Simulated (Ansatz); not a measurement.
# Re(0001) with 2 layers of random Re-Pt, 2x2: scattering by chemical disorder, part 2 of 2

Wanted: resistance against the alloy's length, first Re(0001) with 2 layers of random Re-Pt, 2x2.

Ansatz 0.2.0; Ansatz plane-wave DFT, PBE, PAW files; ballistic transport by layer matching (Landauer), zero bias; PAW set soft_1.

So far. Step 2 (With 2 alloy layers): Over the solved energies the transmission per spin lies between 4.21 and 4.24, out of 5.26 channels of the lead on average (up to 5.38).

**3. With 6 alloy layers**

System of this step: Re(0001) with 6 layers of random Re-Pt, 2x2. The cell holds 64 atoms: 61 Re and 3 Pt. Cell: a = 5.522 Å, b = 5.522 Å, c = 35.666 Å, α = 90.0°, β = 90.0°, γ = 120.0°. It derives from Re. Regions: lead, 40 atoms (40 Re); scattering region, 24 atoms (21 Re and 3 Pt). The structure is stacked along c, and the current runs across the ab planes.

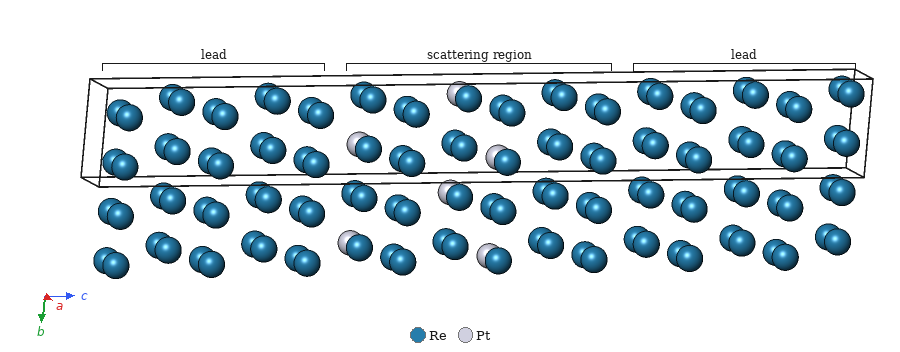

The cell of this step (rhenium blue, platinum light grey). 1×2×1 cells are drawn.

input.yaml

```yaml
crystal:
  lattice:
    - [5.5216, 0.0, 0.0]
    - [-2.7608, 4.7818458695, 0.0]
    - [0.0, 0.0, 35.6656]
  atoms:
    - { symbol: Re, position: [0.1666666667, 0.3333333333, 0.03125] }
    - { symbol: Re, position: [0.1666666667, 0.8333333333, 0.03125] }
    - { symbol: Re, position: [0.6666666667, 0.3333333333, 0.03125] }
    - { symbol: Re, position: [0.6666666667, 0.8333333333, 0.03125] }
    - { symbol: Re, position: [0.3333333333, 0.1666666667, 0.09375] }
    - { symbol: Re, position: [0.3333333333, 0.6666666667, 0.09375] }
    - { symbol: Re, position: [0.8333333333, 0.1666666667, 0.09375] }
    - { symbol: Re, position: [0.8333333333, 0.6666666667, 0.09375] }
    - { symbol: Re, position: [0.1666666667, 0.3333333333, 0.15625] }
    - { symbol: Re, position: [0.1666666667, 0.8333333333, 0.15625] }
    - { symbol: Re, position: [0.6666666667, 0.3333333333, 0.15625] }
    - { symbol: Re, position: [0.6666666667, 0.8333333333, 0.15625] }
    - { symbol: Re, position: [0.3333333333, 0.1666666667, 0.21875] }
    - { symbol: Re, position: [0.3333333333, 0.6666666667, 0.21875] }
    - { symbol: Re, position: [0.8333333333, 0.1666666667, 0.21875] }
    - { symbol: Re, position: [0.8333333333, 0.6666666667, 0.21875] }
    - { symbol: Re, position: [0.1666666667, 0.3333333333, 0.28125] }
    - { symbol: Re, position: [0.1666666667, 0.8333333333, 0.28125] }
    - { symbol: Re, position: [0.6666666667, 0.3333333333, 0.28125] }
    - { symbol: Re, position: [0.6666666667, 0.8333333333, 0.28125] }
    - { symbol: Re, position: [0.3333333333, 0.1666666667, 0.34375] }
    - { symbol: Pt, position: [0.3333333333, 0.6666666667, 0.34375] }
    - { symbol: Re, position: [0.8333333333, 0.1666666667, 0.34375] }
    - { symbol: Re, position: [0.8333333333, 0.6666666667, 0.34375] }
    - { symbol: Re, position: [0.1666666667, 0.3333333333, 0.40625] }
    - { symbol: Re, position: [0.1666666667, 0.8333333333, 0.40625] }
    - { symbol: Re, position: [0.6666666667, 0.3333333333, 0.40625] }
    - { symbol: Re, position: [0.6666666667, 0.8333333333, 0.40625] }
    - { symbol: Pt, position: [0.3333333333, 0.1666666667, 0.46875] }
    - { symbol: Re, position: [0.3333333333, 0.6666666667, 0.46875] }
    - { symbol: Re, position: [0.8333333333, 0.1666666667, 0.46875] }
    - { symbol: Re, position: [0.8333333333, 0.6666666667, 0.46875] }
    - { symbol: Re, position: [0.1666666667, 0.3333333333, 0.53125] }
    - { symbol: Pt, position: [0.1666666667, 0.8333333333, 0.53125] }
    - { symbol: Re, position: [0.6666666667, 0.3333333333, 0.53125] }
    - { symbol: Re, position: [0.6666666667, 0.8333333333, 0.53125] }
    - { symbol: Re, position: [0.3333333333, 0.1666666667, 0.59375] }
    - { symbol: Re, position: [0.3333333333, 0.6666666667, 0.59375] }
    - { symbol: Re, position: [0.8333333333, 0.1666666667, 0.59375] }
    - { symbol: Re, position: [0.8333333333, 0.6666666667, 0.59375] }
    - { symbol: Re, position: [0.1666666667, 0.3333333333, 0.65625] }
    - { symbol: Re, position: [0.1666666667, 0.8333333333, 0.65625] }
    - { symbol: Re, position: [0.6666666667, 0.3333333333, 0.65625] }
    - { symbol: Re, position: [0.6666666667, 0.8333333333, 0.65625] }
    - { symbol: Re, position: [0.3333333333, 0.1666666667, 0.71875] }
    - { symbol: Re, position: [0.3333333333, 0.6666666667, 0.71875] }
    - { symbol: Re, position: [0.8333333333, 0.1666666667, 0.71875] }
    - { symbol: Re, position: [0.8333333333, 0.6666666667, 0.71875] }
    - { symbol: Re, position: [0.1666666667, 0.3333333333, 0.78125] }
    - { symbol: Re, position: [0.1666666667, 0.8333333333, 0.78125] }
    - { symbol: Re, position: [0.6666666667, 0.3333333333, 0.78125] }
    - { symbol: Re, position: [0.6666666667, 0.8333333333, 0.78125] }
    - { symbol: Re, position: [0.3333333333, 0.1666666667, 0.84375] }
    - { symbol: Re, position: [0.3333333333, 0.6666666667, 0.84375] }
    - { symbol: Re, position: [0.8333333333, 0.1666666667, 0.84375] }
    - { symbol: Re, position: [0.8333333333, 0.6666666667, 0.84375] }
    - { symbol: Re, position: [0.1666666667, 0.3333333333, 0.90625] }
    - { symbol: Re, position: [0.1666666667, 0.8333333333, 0.90625] }
    - { symbol: Re, position: [0.6666666667, 0.3333333333, 0.90625] }
    - { symbol: Re, position: [0.6666666667, 0.8333333333, 0.90625] }
    - { symbol: Re, position: [0.3333333333, 0.1666666667, 0.96875] }
    - { symbol: Re, position: [0.3333333333, 0.6666666667, 0.96875] }
    - { symbol: Re, position: [0.8333333333, 0.1666666667, 0.96875] }
    - { symbol: Re, position: [0.8333333333, 0.6666666667, 0.96875] }
kpoints:
  mp_grid: { grid: [5, 5, 1] }
hamiltonian:
  xc: pbe
  pseudopotentials: { kind: paw, azcp: { folder: soft_1 } }
scf:
  occupations: { method: fermi_dirac, width: 0.1 }
output:
  transmission:
    leads: [[0, 8]]
    kmesh: [10, 10]
    e_range: [-0.05, 0.05]
    de: 0.05
  write_potential: true
  write_density: true
  volumetric_format: npy
```

Launch:

```
ansatz run input.yaml --threads 4 --pin off --max-ram 15360MiB --backend cpu --events-out ev --progress --plain --runs-dir out
```

Numbers of over 12 decimals in the logs are rounded to 6 here.

What it wrote:

```text
[...]
Crystal: 64 atoms, lattice volume = 941.695 Å³
Basis set: ecut = 420 eV, 18377 PW (Γ)
Bands: 582, of which v1, the nominal top of the filled ones, is band 485 counted from 1 (484 counted from 0)
Symmetry: 1 space group operations
[...]
k-points: 13 of 25 (time reversal used)
[...]
SCF iter   1: F=—  HF=-700658.204718 eV  |F-HF|=—  |Δ(HF+E_count)|=         —  Δρ=1.48e-1  dr2=1.95e3  ethr=3.10e-3  ⟨swp⟩=5.0  Hψ=22790  notcnv=0
[...]
SCF iter  11: F=-700603.549135 eV  HF=-700603.549135 eV  |F-HF|=7.80e-9  |Δ(HF+E_count)|=   1.13e-8  Δρ=2.81e-7  dr2=8.22e-9  ethr=1.03e-11  ⟨swp⟩=2.0  Hψ=13873  notcnv=0
SCF 1 converged in 11 iterations: F = -700603.549135 eV  dr2 = 8.22e-9
[...]
transmission: 339 of 3380 steps passed
transmission: 676 of 3380 steps passed
[...]
transmission: 3380 of 3380 steps passed
SCF converged after 11 iterations
Free energy (F): -700603.549135 eV
[...]
Internal energy: -700601.836957 eV  (E = F + TS)
E sigma→0 (E₀):  -700602.693046 eV
Entropy (-TS):   -1.712178 eV (-26.753 meV/atom)
Fermi energy:    24.128270 eV
[...]
--- Band table (eV; the first three rows and the last of 13) ---
  k-point 0: bands = [... 481 lower, 24.8164, 24.8572, 24.8645, 24.8930, 24.9175, 24.9361, 24.9592, 24.9732, ... 93 higher]
  k-point 1: bands = [... 481 lower, 24.2088, 24.2398, 24.2949, 24.3133, 24.3266, 24.3491, 24.3610, 24.3819, ... 93 higher]
  k-point 2: bands = [... 481 lower, 23.7860, 23.8530, 23.9033, 23.9356, 23.9576, 23.9816, 24.0115, 24.0549, ... 93 higher]
  k-point 12: bands = [... 481 lower, 23.8933, 23.9096, 23.9246, 24.0398, 24.0773, 24.1102, 24.1601, 24.1733, ... 93 higher]
--- Transmission ---
  basis      : 235 plane waves across, 65 finite elements along
  points     : 52, standing for a mesh of 10 x 10
[...]
channels       : 5.380000e0 a spin
[...]
junction   : crystal 0 to crystal 0, -1.53 to 29.68 Å
    transmission   : 3.179205e0 a spin
[...]
```

Wall time 11 min (4 threads of Intel Xeon Platinum 8488C (Sapphire Rapids), shared host); peak memory 10 GiB; 40 min of CPU time.

This step gave:

```yaml
free_energy: -700603.5491 eV
energy_at_zero_smearing: -700602.6930 eV
fermi_energy: 24.13 eV
transmission_per_spin_nearest_the_fermi_level: 3.179
step_of_the_lead_s_potential: 6.4 meV
```

Per spin. Table of transmission, zone mean by energy, zero at the Fermi level:

```
energy (eV)  transmission, zone mean
    -0.0500                     3.22
     0.0000                     3.18
     0.0500                     3.09
```

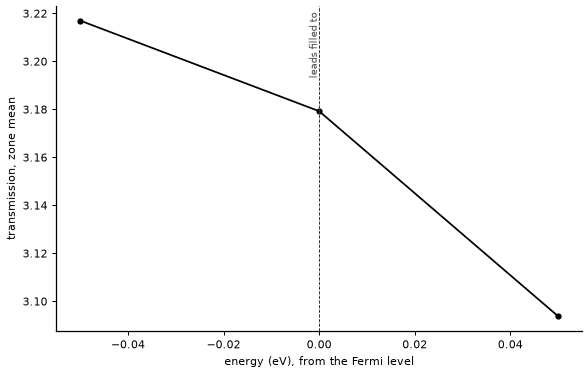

Transmission, zone mean against energy.

Over the solved energies the transmission per spin lies between 3.09 and 3.22, out of 5.26 channels of the lead on average (up to 5.38).

**4. With 10 alloy layers**

System of this step: Re(0001) with 10 layers of random Re-Pt, 2x2. The cell holds 80 atoms: 75 Re and 5 Pt. Its edges and angles: a = 5.522 Å, b = 5.522 Å, c = 44.582 Å, α = 90.0°, β = 90.0°, γ = 120.0°. It derives from Re. Regions: lead, 40 atoms (40 Re); scattering region, 40 atoms (35 Re and 5 Pt). The structure is stacked along c, and the current runs across the ab planes.

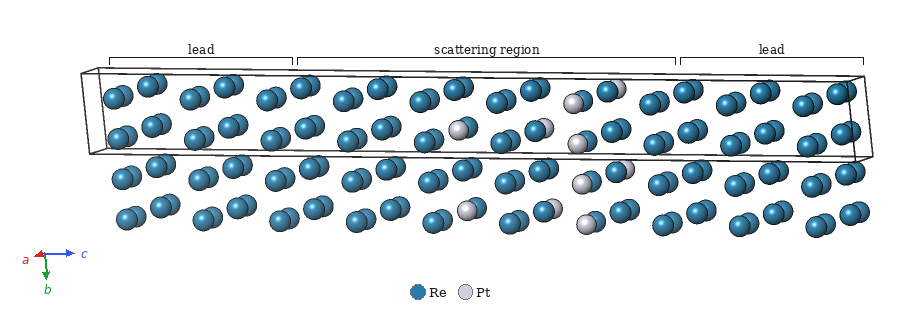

The cell of this step (rhenium blue, platinum light grey). 1×2×1 cells are drawn.

input.yaml

```yaml
crystal:
  lattice:
    - [5.5216, 0.0, 0.0]
    - [-2.7608, 4.7818458695, 0.0]
    - [0.0, 0.0, 44.582]
  atoms:
    - { symbol: Re, position: [0.1666666667, 0.3333333333, 0.025] }
    - { symbol: Re, position: [0.1666666667, 0.8333333333, 0.025] }
    - { symbol: Re, position: [0.6666666667, 0.3333333333, 0.025] }
    - { symbol: Re, position: [0.6666666667, 0.8333333333, 0.025] }
    - { symbol: Re, position: [0.3333333333, 0.1666666667, 0.075] }
    - { symbol: Re, position: [0.3333333333, 0.6666666667, 0.075] }
    - { symbol: Re, position: [0.8333333333, 0.1666666667, 0.075] }
    - { symbol: Re, position: [0.8333333333, 0.6666666667, 0.075] }
    - { symbol: Re, position: [0.1666666667, 0.3333333333, 0.125] }
    - { symbol: Re, position: [0.1666666667, 0.8333333333, 0.125] }
    - { symbol: Re, position: [0.6666666667, 0.3333333333, 0.125] }
    - { symbol: Re, position: [0.6666666667, 0.8333333333, 0.125] }
    - { symbol: Re, position: [0.3333333333, 0.1666666667, 0.175] }
    - { symbol: Re, position: [0.3333333333, 0.6666666667, 0.175] }
    - { symbol: Re, position: [0.8333333333, 0.1666666667, 0.175] }
    - { symbol: Re, position: [0.8333333333, 0.6666666667, 0.175] }
    - { symbol: Re, position: [0.1666666667, 0.3333333333, 0.225] }
    - { symbol: Re, position: [0.1666666667, 0.8333333333, 0.225] }
    - { symbol: Re, position: [0.6666666667, 0.3333333333, 0.225] }
    - { symbol: Re, position: [0.6666666667, 0.8333333333, 0.225] }
    - { symbol: Re, position: [0.3333333333, 0.1666666667, 0.275] }
    - { symbol: Re, position: [0.3333333333, 0.6666666667, 0.275] }
    - { symbol: Re, position: [0.8333333333, 0.1666666667, 0.275] }
    - { symbol: Re, position: [0.8333333333, 0.6666666667, 0.275] }
    - { symbol: Re, position: [0.1666666667, 0.3333333333, 0.325] }
    - { symbol: Re, position: [0.1666666667, 0.8333333333, 0.325] }
    - { symbol: Re, position: [0.6666666667, 0.3333333333, 0.325] }
    - { symbol: Re, position: [0.6666666667, 0.8333333333, 0.325] }
    - { symbol: Re, position: [0.3333333333, 0.1666666667, 0.375] }
    - { symbol: Re, position: [0.3333333333, 0.6666666667, 0.375] }
    - { symbol: Re, position: [0.8333333333, 0.1666666667, 0.375] }
    - { symbol: Re, position: [0.8333333333, 0.6666666667, 0.375] }
    - { symbol: Re, position: [0.1666666667, 0.3333333333, 0.425] }
    - { symbol: Re, position: [0.1666666667, 0.8333333333, 0.425] }
    - { symbol: Re, position: [0.6666666667, 0.3333333333, 0.425] }
    - { symbol: Re, position: [0.6666666667, 0.8333333333, 0.425] }
    - { symbol: Re, position: [0.3333333333, 0.1666666667, 0.475] }
    - { symbol: Re, position: [0.3333333333, 0.6666666667, 0.475] }
    - { symbol: Re, position: [0.8333333333, 0.1666666667, 0.475] }
    - { symbol: Pt, position: [0.8333333333, 0.6666666667, 0.475] }
    - { symbol: Re, position: [0.1666666667, 0.3333333333, 0.525] }
    - { symbol: Re, position: [0.1666666667, 0.8333333333, 0.525] }
    - { symbol: Re, position: [0.6666666667, 0.3333333333, 0.525] }
    - { symbol: Re, position: [0.6666666667, 0.8333333333, 0.525] }
    - { symbol: Re, position: [0.3333333333, 0.1666666667, 0.575] }
    - { symbol: Pt, position: [0.3333333333, 0.6666666667, 0.575] }
    - { symbol: Re, position: [0.8333333333, 0.1666666667, 0.575] }
    - { symbol: Re, position: [0.8333333333, 0.6666666667, 0.575] }
    - { symbol: Re, position: [0.1666666667, 0.3333333333, 0.625] }
    - { symbol: Re, position: [0.1666666667, 0.8333333333, 0.625] }
    - { symbol: Pt, position: [0.6666666667, 0.3333333333, 0.625] }
    - { symbol: Pt, position: [0.6666666667, 0.8333333333, 0.625] }
    - { symbol: Pt, position: [0.3333333333, 0.1666666667, 0.675] }
    - { symbol: Re, position: [0.3333333333, 0.6666666667, 0.675] }
    - { symbol: Re, position: [0.8333333333, 0.1666666667, 0.675] }
    - { symbol: Re, position: [0.8333333333, 0.6666666667, 0.675] }
    - { symbol: Re, position: [0.1666666667, 0.3333333333, 0.725] }
    - { symbol: Re, position: [0.1666666667, 0.8333333333, 0.725] }
    - { symbol: Re, position: [0.6666666667, 0.3333333333, 0.725] }
    - { symbol: Re, position: [0.6666666667, 0.8333333333, 0.725] }
    - { symbol: Re, position: [0.3333333333, 0.1666666667, 0.775] }
    - { symbol: Re, position: [0.3333333333, 0.6666666667, 0.775] }
    - { symbol: Re, position: [0.8333333333, 0.1666666667, 0.775] }
    - { symbol: Re, position: [0.8333333333, 0.6666666667, 0.775] }
    - { symbol: Re, position: [0.1666666667, 0.3333333333, 0.825] }
    - { symbol: Re, position: [0.1666666667, 0.8333333333, 0.825] }
    - { symbol: Re, position: [0.6666666667, 0.3333333333, 0.825] }
    - { symbol: Re, position: [0.6666666667, 0.8333333333, 0.825] }
    - { symbol: Re, position: [0.3333333333, 0.1666666667, 0.875] }
    - { symbol: Re, position: [0.3333333333, 0.6666666667, 0.875] }
    - { symbol: Re, position: [0.8333333333, 0.1666666667, 0.875] }
    - { symbol: Re, position: [0.8333333333, 0.6666666667, 0.875] }
    - { symbol: Re, position: [0.1666666667, 0.3333333333, 0.925] }
    - { symbol: Re, position: [0.1666666667, 0.8333333333, 0.925] }
    - { symbol: Re, position: [0.6666666667, 0.3333333333, 0.925] }
    - { symbol: Re, position: [0.6666666667, 0.8333333333, 0.925] }
    - { symbol: Re, position: [0.3333333333, 0.1666666667, 0.975] }
    - { symbol: Re, position: [0.3333333333, 0.6666666667, 0.975] }
    - { symbol: Re, position: [0.8333333333, 0.1666666667, 0.975] }
    - { symbol: Re, position: [0.8333333333, 0.6666666667, 0.975] }
kpoints:
  mp_grid: { grid: [5, 5, 1] }
hamiltonian:
  xc: pbe
  pseudopotentials: { kind: paw, azcp: { folder: soft_1 } }
scf:
  occupations: { method: fermi_dirac, width: 0.1 }
output:
  transmission:
    leads: [[0, 8]]
    kmesh: [10, 10]
    e_range: [-0.05, 0.05]
    de: 0.05
  write_potential: true
  write_density: true
  volumetric_format: npy
```

What it wrote:

```text
[...]
Crystal: 80 atoms, lattice volume = 1177.118 Å³
Basis set: ecut = 420 eV, 23015 PW (Γ)
Bands: 729, of which v1, the nominal top of the filled ones, is band 608 counted from 1 (607 counted from 0)
Symmetry: 1 space group operations
[...]
k-points: 13 of 25 (time reversal used)
[...]
SCF iter   1: F=—  HF=-877909.394657 eV  |F-HF|=—  |Δ(HF+E_count)|=         —  Δρ=1.66e-1  dr2=6.41e3  ethr=3.10e-3  ⟨swp⟩=5.0  Hψ=28801  notcnv=0
[...]
SCF iter  12: F=-877823.713444 eV  HF=-877823.713444 eV  |F-HF|=8.96e-9  |Δ(HF+E_count)|=   1.41e-8  Δρ=2.92e-7  dr2=8.93e-9  ethr=8.23e-12  ⟨swp⟩=9.5  Hψ=25030  notcnv=0
SCF 1 converged in 12 iterations: F = -877823.713444 eV  dr2 = 8.93e-9
[...]
transmission: 417 of 4160 steps passed
transmission: 832 of 4160 steps passed
[...]
transmission: 4160 of 4160 steps passed
SCF converged after 12 iterations
Free energy (F): -877823.713444 eV
[...]
Internal energy: -877821.636938 eV  (E = F + TS)
E sigma→0 (E₀):  -877822.675191 eV
Entropy (-TS):   -2.076507 eV (-25.956 meV/atom)
Fermi energy:    24.152918 eV
[...]
--- Band table (eV; the first three rows and the last of 13) ---
  k-point 0: bands = [... 604 lower, 24.7057, 24.7265, 24.8352, 24.8521, 24.8673, 24.8726, 24.8981, 24.9086, ... 117 higher]
  k-point 1: bands = [... 604 lower, 24.2715, 24.2917, 24.3145, 24.3489, 24.3820, 24.3961, 24.4192, 24.4280, ... 117 higher]
  k-point 2: bands = [... 604 lower, 23.8807, 23.9038, 23.9192, 23.9585, 23.9822, 24.0014, 24.0340, 24.0722, ... 117 higher]
  k-point 12: bands = [... 604 lower, 23.9175, 23.9598, 23.9962, 24.0430, 24.0715, 24.1148, 24.1524, 24.1875, ... 117 higher]
--- Transmission ---
  basis      : 235 plane waves across, 80 finite elements along
  points     : 52, standing for a mesh of 10 x 10
[...]
channels       : 5.380000e0 a spin
[...]
junction   : crystal 0 to crystal 0, 3.76 to 43.88 Å
    transmission   : 2.471699e0 a spin
[...]
```

The job ended after 18 min (4 threads; peak memory 8.7 GiB).

Numbers from this step:

- free energy: -877823.7134 eV
- energy at zero smearing: -877822.6752 eV
- Fermi energy: 24.15 eV
- transmission per spin nearest the Fermi level: 2.472
- step of the lead's potential: 2.5 meV

Per spin. The transmission, zone mean by energy, zero at the Fermi level:

```csv
energy (eV),"transmission, zone mean"
-0.0500,2.45
0.0000,2.47
0.0500,2.44
```

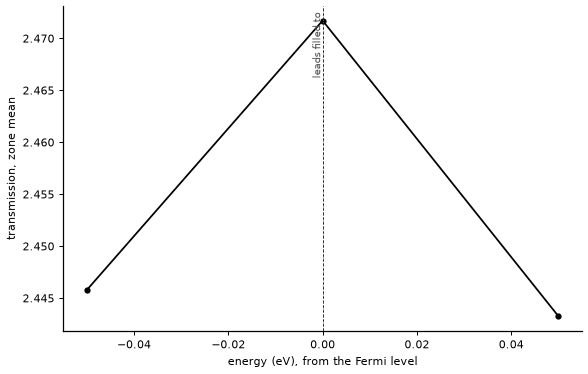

Transmission, zone mean, plotted against energy.

Over the solved energies the transmission per spin lies between 2.44 and 2.47, out of 5.26 channels of the lead on average (up to 5.38).

**5. Resistance against length**

This step: Ansatz plane-wave DFT, PBE, PAW files; ballistic transport by layer matching (Landauer), zero bias; residual resistivity from the slope of the area resistance, atoms on the host's lattice; PAW set soft_1 (Ansatz 0.2.0).

Numbers from this step:

```
resistivity           : 32.70 µΩ cm
intercept             : 0.005501 fΩ m²
scatter about the fit : 0.009467 fΩ m²
```

Resistance, by row:

```
run  length (Å)      T  channels N  RA (fΩ m²)
 n2       4.458  4.229        5.26       0.158
 n6       13.37  3.163        5.26      0.4294
n10       22.29  2.454        5.26       0.741
```

Table of area resistance by length of the alloy:

```
length of the alloy (Å)  area resistance (fΩ m²)
                   4.46                    0.158
                  13.37                    0.429
                  22.29                    0.741
```

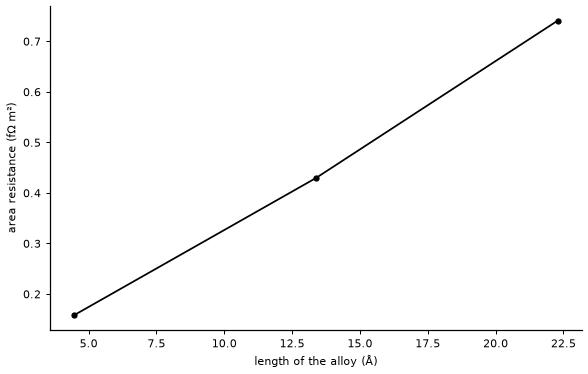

Area resistance, plotted against length of the alloy.

The area resistance goes from 0.16 to 0.74 fΩ m² between 4.5 and 22.3 Å, a slope of 33 µΩ cm.

By hand from the end points: (0.7410 − 0.1580) fΩ m² / (22.29 − 4.46) Å = 33 µΩ cm, since 1 fΩ m² per Å is 1000 µΩ cm.

**6. Summary of results**

| Property | Result |
| --- | --- |
| resistivity from the slope | 32.7 µΩ cm |
| area resistance over 4.46 Å | 0.158 fΩ m² |
| area resistance over 13.4 Å | 0.429 fΩ m² |
| area resistance over 22.3 Å | 0.741 fΩ m² |

What this shows: The slope gives 33 µΩ cm. The points scatter by 0.0095 fΩ m² about the line, with one random draw a length in a 2x2 cell, so the slope is a rough value. Read with a model of isotropic scattering on a spherical Fermi surface and the lead's 1.5×10¹⁵ S/m², this slope means a mean free path near 15 Å; over these lengths the model's slope is 1.03 times its bulk resistivity, which would be 32 µΩ cm. The draw over the shortest length came out nearly ordered, with 12 symmetry operations, so that point is a poor sample of a random alloy. The atoms sit on the host's lattice, so scattering by size misfit is left out. Spin-orbit coupling is left out, which matters for Pt and Re.

[Logs are printed without paths, hosts, clocks, repeated set-up lines and the standing remarks that a program may print on its own settings, such as how far it seeks lower states.]

[Hosts, paths, dates, database ids (printed as entryN), source tags and the programs' standing remarks are cut or masked in the printed files.]
